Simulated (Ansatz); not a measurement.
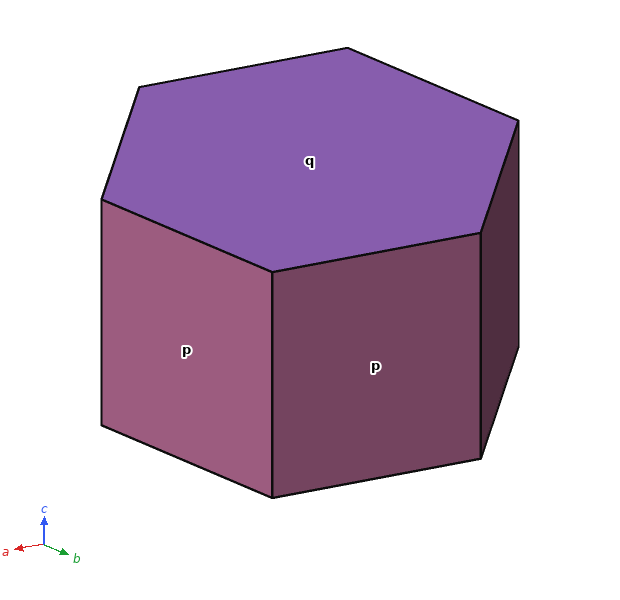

Crystal habit computed by the BFDH rule (growth rate of a face proportional to 1/d, systematic absences taken into account). This is a geometric estimate, not an energy calculation. Faces of one form share a colour. Cell of Te2Pt: space group P-3m1 (No. 164), a = 4.049 Å, b = 4.049 Å, c = 5.132 Å, α = 90.00°, β = 90.00°, γ = 120.00°. Origin: the geometry relaxed with DFT, PBE-D3(BJ), plane waves, PAW (Ansatz 0.2.0). Forms under 0.4 % of the area are left out.

Which form is which colour?

pink (p): {100} (d = 3.51 Å, 58 % of the area); purple (q): {001} (d = 5.13 Å, 42 % of the area).
